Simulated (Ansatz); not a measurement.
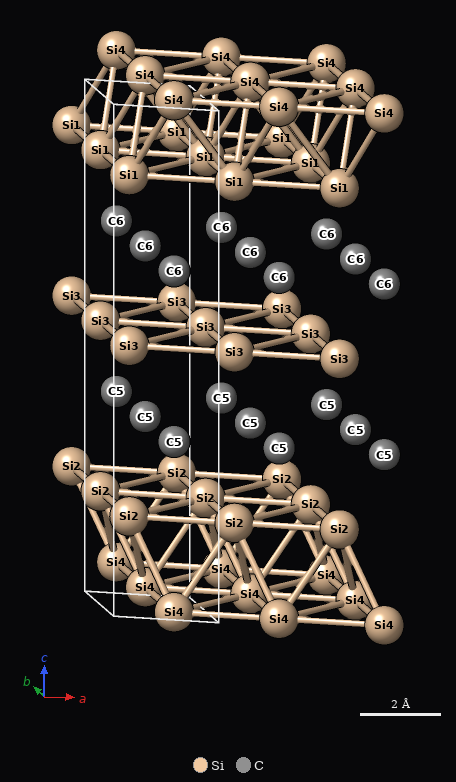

**Figure 1.** The structure (ball-and-stick view of the cell of the calculation, repeated 3 × 3 × 1, seen slightly off an axis; atoms are numbered from 1 in the order of the input). An atom can appear more than once, as a periodic image.

# What a change does: single-point calculation on Si2C

System: Si2C (P-6m2, 6 atoms in the cell).
Method of the first run: DFT PBE, scalar-relativistic, plane waves, PAW, no spin polarisation (Ansatz 0.2.0).

The structure was made by a generator, so it may or may not be a known phase. Text and figures count atoms from 1; the logs count them from 0 in places.

### Input, the first run
```yaml
crystal:
  lattice:
    - [2.73950667, 0.0, 0.0]
    - [-1.36975333, 2.37248237, 0.0]
    - [0.0, 0.0, 13.29537342]
  atoms:
    - { symbol: Si, position: [0.33333333, 0.66666667, 0.83333333] }
    - { symbol: Si, position: [0.33333333, 0.66666667, 0.16666667] }
    - { symbol: Si, position: [0.33333333, 0.66666667, 0.5] }
    - { symbol: Si, position: [0.66666667, 0.33333333, 0.0] }
    - { symbol: C, position: [0.66666667, 0.33333333, 0.33333333] }
    - { symbol: C, position: [0.66666667, 0.33333333, 0.66666667] }
basis:
  ecutwfc: 420
kpoints:
  mp_grid: { grid: [6, 6, 2] }
hamiltonian:
  xc: pbe
scf:
  occupations: { method: gaussian, width: 0.1 }
  lower_state_search: "off"
output:
  forces: true
  stress: true
  eigenvalues: true
```

Launched with:
```bash
ansatz run input.yaml --threads 1 --pin off --max-ram 2560MiB --backend cpu --events-out ev --progress --plain --runs-dir out
```

Hardware: 1 thread of Intel Xeon @ 2.50GHz (Skylake/Cascade Lake), 189 GiB of memory available, shared host.

### Output, shortened to warnings, some set-up lines, iterations and results (the first run)
```
Basis set: ecut = 420 eV, 1695 PW (Γ), exchange–correlation on 40×40×180 points (8 copies of the dense FFT grid, shifted against one another)
Symmetry: 12 space group operations
k-points: 14 of 72 (time reversal used)
Initial density: superposition of atomic densities (neutral atoms: chi_scale 0, normalization atom), corrected by the library's trained network
[...]
SCF iter   1: F=—  HF=-3033.075434 eV  |F-HF|=—  |Δ(HF+E_count)|=         —  Δρ=4.42e-3  dr2=6.64e-2  ethr=1.77e-3  ⟨swp⟩=6.4  Hψ=3272  notcnv=0  defer=9
SCF iter   2: F=—  HF=-3033.075974 eV  |F-HF|=—  |Δ(HF+E_count)|=   5.39e-4  Δρ=3.01e-3  dr2=4.42e-2  ethr=2.76e-4  ⟨swp⟩=1.0  Hψ=448  notcnv=0  defer=10
SCF iter   3: F=—  HF=-3033.074362 eV  |F-HF|=—  |Δ(HF+E_count)|=   1.61e-3  Δρ=1.02e-3  dr2=5.36e-3  ethr=1.84e-4  ⟨swp⟩=1.0  Hψ=250  notcnv=0  defer=10
SCF iter   4: F=—  HF=-3033.074146 eV  |F-HF|=—  |Δ(HF+E_count)|=   2.16e-4  Δρ=6.24e-4  dr2=2.05e-3  ethr=2.23e-5  ⟨swp⟩=2.0  Hψ=326  notcnv=0  defer=10
SCF iter   5: F=—  HF=-3033.073838 eV  |F-HF|=—  |Δ(HF+E_count)|=   3.08e-4  Δρ=9.25e-5  dr2=1.27e-5  ethr=8.53e-6  ⟨swp⟩=2.1  Hψ=316  notcnv=0  defer=10
SCF iter   6: F=—  HF=-3033.073900 eV  |F-HF|=—  |Δ(HF+E_count)|=   6.15e-5  Δρ=3.60e-5  dr2=2.37e-6  ethr=5.30e-8  ⟨swp⟩=2.2  Hψ=375  notcnv=0  defer=10
SCF iter   7: F=—  HF=-3033.073900 eV  |F-HF|=—  |Δ(HF+E_count)|=   6.50e-7  Δρ=9.59e-6  dr2=6.39e-7  ethr=9.87e-9  ⟨swp⟩=1.3  Hψ=261  notcnv=0  defer=10
SCF iter   8: F=-3033.073900 eV  HF=-3033.073900 eV  |F-HF|=4.03e-8  |Δ(HF+E_count)|=   7.95e-9  Δρ=3.34e-6  dr2=4.95e-8  ethr=4.17e-10  ⟨swp⟩=7.6  Hψ=1680  notcnv=0
SCF 1 converged in 8 iterations: F = -3033.073900 eV  dr2 = 4.95e-8
SCF converged after 8 iterations
Free energy (F): -3033.073900 eV
Harris-Foulkes:  -3033.073900 eV  (|F-HF|=4.03e-8)
Internal energy: -3033.056660 eV  (E = F + TS)
E sigma→0 (E₀):  -3033.065280 eV
Entropy (-TS):   -0.017240 eV (-2.873 meV/atom)
Fermi energy:    7.922885 eV
--- Per-component energies (eV) ---
  E_band       = 62.807836
  E_kinetic    = 301.291843
  E_local      = -154.979543  (includes V_loc(G=0)·N_el)
  E_nonlocal   = 157.130664
  E_hartree    = 34.473678
  E_xc         = -308.561963
  E_vxc        = -294.830815  (∫ρ·V_xc dr)
  E_paw        = -2241.933777  (= ΣΔE_a)
  E_vpaw       = -14.751726  (= ΣTr[D̂ρ^β])
  E_aug_tail   = 0.000031  (compensation charges beyond the density's cutoff)
  E_ewald      = -820.477593
  E_smearing   = -0.017240  (= −TS)
  E_closure    = 0.000000  (closes the sum)
  Σ components = -3033.073900   (vs F -3033.073900, Δ=0.00e0)
--- Forces (eV/Å), atoms counted from 1 ---
  atom   1  Si     0.00000000     0.00000000    -1.49254705
  atom   2  Si     0.00000000     0.00000000     1.49254705
  atom   3  Si     0.00000000     0.00000000     0.00000000
  atom   4  Si    -0.00000000     0.00000000     0.00000000
  atom   5  C     -0.00000000    -0.00000000    -0.16891987
  atom   6  C     -0.00000000    -0.00000000     0.16891987
  max |Σ_I F_I| component: 1.94e-16 eV/Å
--- Stress (GPa, compression-positive) ---
      -10.104844       0.000000       0.000000
        0.000000     -10.104844       0.000000
        0.000000       0.000000     -21.059731
  P = ⅓ Tr σ = -13.7565 GPa (-137.565 kbar)
```

For the second run the input was changed thus:
```diff
-    - { symbol: C, position: [0.66666667, 0.33333333, 0.33333333] }
-    - { symbol: C, position: [0.66666667, 0.33333333, 0.66666667] }
+    - { symbol: C, position: [0.66666667, 0.33333333, 0.33333333], spin: 1.0 }
+    - { symbol: C, position: [0.66666667, 0.33333333, 0.66666667], spin: 1.0 }
+  populations: true
+magnetization:
+  spin_polarized: true
```

Predict how the results change.

The energy is the same within 0.01 meV per atom. With spin allowed, the absolute moment of the cell comes to 0.00 μB. The SCF takes 25 iterations against 8. On the same kind of shared host the second run took about 4.6 times as long. The two runs start from different initial densities, which also moves the count.

### Output, shortened to warnings, some set-up lines, iterations and results (the second run)
```
WARN: the starting moments were not kept: the SCF closed with an absolute magnetisation of 5.6e-6 μB, where they sum to 2 μB in size (2 sites). That is at most 0.1 of that sum. Measured as dr2_m measures the in/out step, that magnetisation stands 1.8e-12 eV from none, at or under the dr2_threshold of 1.0e-7 eV: it is no larger than a step whose dr2_m would equal this threshold. The system may …
Basis set: ecut = 420 eV, 1695 PW (Γ), exchange–correlation on 40×40×180 points (8 copies of the dense FFT grid, shifted against one another)
Symmetry: 12 space group operations
k-points: 14 of 72 (time reversal used)
Initial density: superposition of atomic densities (chi_scale 0.1, normalization cell, long waves 53 % of neutral atoms (reshape's long-wave potential 1.53 eV rms, cloud 1.87 Å wide))
[...]
SCF iter   1: F=—  HF=-3034.354956 eV  |F-HF|=—  |Δ(HF+E_count)|=         —  Δρ=3.88e-2 (↑3.88e-2 ↓1.83e-2)  dr2=4.23e1  dr2_m=2.04e-1  M=0.910 μB ∫|m|=0.949 μB  β_m=0.30  …
SCF iter   2: F=—  HF=-3033.348738 eV  |F-HF|=—  |Δ(HF+E_count)|=    1.01e0  Δρ=1.90e-2 (↑1.90e-2 ↓1.26e-2)  dr2=1.17e1  dr2_m=7.42e-2  M=1.022 μB ∫|m|=1.044 μB  β_m=0.30  …
SCF iter   3: F=—  HF=-3033.262911 eV  |F-HF|=—  |Δ(HF+E_count)|=   8.58e-2  Δρ=1.92e-2 (↑1.25e-2 ↓1.92e-2)  dr2=8.57e0  dr2_m=1.17e-1  M=0.401 μB ∫|m|=0.773 μB  β_m=0.30  …
SCF iter   4: F=—  HF=-3033.033031 eV  |F-HF|=—  |Δ(HF+E_count)|=   2.30e-1  Δρ=9.63e-3 (↑9.63e-3 ↓8.72e-3)  dr2=1.11e0  dr2_m=4.88e-2  M=0.624 μB ∫|m|=0.709 μB  β_m=0.30  …
SCF iter   5: F=—  HF=-3033.008571 eV  |F-HF|=—  |Δ(HF+E_count)|=   2.45e-2  Δρ=8.53e-3 (↑8.53e-3 ↓6.52e-3)  dr2=1.36e-1  dr2_m=4.08e-2  M=0.503 μB ∫|m|=0.604 μB  β_m=0.30  …
[... 16 lines ...]
SCF iter  22: F=-3033.073900 eV  HF=-3033.073900 eV  |F-HF|=4.70e-8  |Δ(HF+E_count)|=   3.82e-9  Δρ=1.45e-6 (↑1.45e-6 ↓1.33e-6)  dr2=4.95e-8  dr2_m=9.73e-10  M=-0.000 μB …
SCF iter  23: F=-3033.073900 eV  HF=-3033.073900 eV  |F-HF|=2.27e-9  |Δ(HF+E_count)|=  4.98e-10  Δρ=4.68e-7 (↑4.41e-7 ↓4.68e-7)  dr2=2.55e-9  dr2_m=1.31e-10  M=-0.000 μB …
SCF iter  24: F=-3033.073900 eV  HF=-3033.073900 eV  |F-HF|=1.34e-10  |Δ(HF+E_count)|=  1.36e-10  Δρ=2.79e-7 (↑2.79e-7 ↓2.13e-7)  dr2=2.48e-10  dr2_m=4.03e-11  M=-0.000 μB …
SCF iter  25: F=-3033.073900 eV  HF=-3033.073900 eV  |F-HF|=1.18e-11  |Δ(HF+E_count)|=  9.91e-11  Δρ=1.09e-7 (↑1.09e-7 ↓7.32e-8)  dr2=5.22e-12  dr2_m=6.18e-12  M=-0.000 μB …
SCF 1 converged in 25 iterations: F = -3033.073900 eV  dr2 = 5.22e-12
SCF converged after 25 iterations
Magnetization: -0.0000 μB (12.0000 up, 12.0000 down)
Absolute magnetization: 0.0000 μB (∫|ρ↑−ρ↓|, with the PAW one-centre terms)
Spin contamination: 0.0000 ħ² per cell (⟨S²⟩ above its minimum at these occupations)
Per-site moments (μB) at R_I (Å): [(8.331834601274135e-8, 1.1230175225874393), (8.331834603128644e-8, 1.1230175225874393), (1.1405311371519177e-7, 1.1230175672261036), (-9.620411986327961e-8, 1.1230175672261034), (-1.540068122423314e-7, 1.1230175225874393), (-1.5400681222460226e-7, …
Free energy (F): -3033.073900 eV
Harris-Foulkes:  -3033.073900 eV  (|F-HF|=1.18e-11)
Internal energy: -3033.056661 eV  (E = F + TS)
E sigma→0 (E₀):  -3033.065281 eV
Entropy (-TS):   -0.017239 eV (-2.873 meV/atom)
Fermi energy:    7.922888 eV
--- Per-component energies (eV) ---
  E_band       = 62.807948
  E_kinetic    = 301.291887
  E_local      = -154.979713  (includes V_loc(G=0)·N_el)
  E_nonlocal   = 157.130631
  E_hartree    = 34.473837
  E_xc         = -308.561959
  E_vxc        = -294.830811  (∫ρ·V_xc dr)
  E_paw        = -2241.933782  (= ΣΔE_a)
  E_vpaw       = -14.751746  (= ΣTr[D̂ρ^β])
  E_aug_tail   = 0.000031  (compensation charges beyond the density's cutoff)
  E_ewald      = -820.477593
  E_smearing   = -0.017239  (= −TS)
  E_closure    = -0.000000  (closes the sum)
  Σ components = -3033.073900   (vs F -3033.073900, Δ=0.00e0)
--- Forces (eV/Å), atoms counted from 1 ---
  atom   1  Si     0.00000000     0.00000000    -1.49260483
  atom   2  Si     0.00000000     0.00000000     1.49260483
  atom   3  Si     0.00000000     0.00000000     0.00000000
  atom   4  Si    -0.00000000    -0.00000000     0.00000000
  atom   5  C     -0.00000000     0.00000000    -0.16897807
  atom   6  C     -0.00000000     0.00000000     0.16897807
  max |Σ_I F_I| component: 2.22e-16 eV/Å
--- Stress (GPa, compression-positive) ---
      -10.104716       0.000000       0.000000
        0.000000     -10.104716       0.000000
        0.000000       0.000000     -21.059809
  P = ⅓ Tr σ = -13.7564 GPa (-137.564 kbar)
--- Löwdin populations: 6 sites ---
  site symbol       q [e]    m [muB]
     0     Si      3.7318     0.0000
     1     Si      3.7318     0.0000
     2     Si      3.5938     0.0000
     3     Si      3.9209    -0.0000
     4      C      4.3167    -0.0000
     5      C      4.3167    -0.0000
  spilling = 0.016178 (of n_electrons = 24.000000)
```

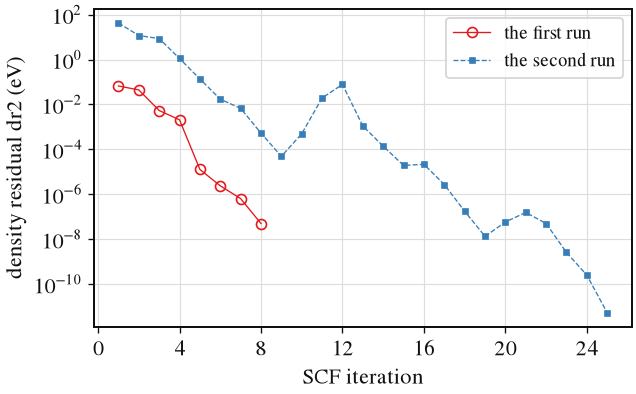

**Figure 2.** Convergence of the two runs: density residual dr2 against the SCF iteration. The first run takes 8 iterations in all, and the second run takes 25.

### The two runs side by side

```csv
quantity,the first run,the second run
outcome,converged,converged
free energy per atom (eV),−505.5123,−505.5123
"energy per atom, smearing taken to zero (eV)",−505.5109,−505.5109
gap on the mesh (eV),0.00,0.00
pressure (GPa),−13.76,−13.76
largest force (eV/Å),1.493,1.493
SCF iterations,8,25
irreducible k-points,14,14
plane waves at Γ,1695,1695
net moment of the cell (μB),–,0.00
absolute moment of the cell (μB),–,0.00
wall time (shared host),5.1 s,23 s
```

For the second run: Warnings: some starting moments were not kept.
